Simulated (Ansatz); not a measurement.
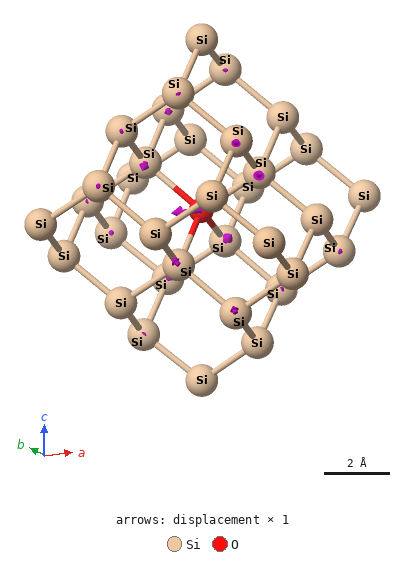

This is a relaxation of a defect cell of composition Si$_{215}$O (cell charge +2). The starting structure is drawn; purple arrows show the displacements, at their true length.

Style: ball-and-stick. Shown: the atoms within 5.8 Å of the atom that moves most (axes of the cell of the calculation (origin shifted)), slightly off an axis.

These are results of DFT, PBEsol, PAW, plane waves (Ansatz), not measurements. Set-up: plane-wave cutoff 420 eV; k-point mesh 1 × 1 × 1; mesh shifted by (0.25, 0.25, 0.25); no spin polarisation; atoms relaxed in a fixed cell; force threshold 0.03 eV/Å; at most 80 steps.

What did the optimiser do to the structure, and how much energy did it gain?

Answer. Over 20 geometry steps the energy falls by 2.923 eV per cell of the calculation. The largest force component goes from 1 to 0.023 eV/Å. The atom that moves furthest is the O atom (1.02 Å along −a). Largest moves by element: O 1.02 Å, Si 0.45 Å. The cell stays as it was. Some distances before and after: Si–Si 3.858 → 2.988 Å, O–Si 2.345 → 1.700 Å, O–Si 2.321 → 1.701 Å, O–Si 2.370 → 2.906 Å. Bond angles that change, for instance: Si–Si–Si 110.1° → 100.3°, Si–Si–Si 108.8° → 100.3°, Si–Si–Si 109.6° → 103.5°.

Limits of the set-up: the cell is charged, on a uniform background, and energies carry no finite-size correction.
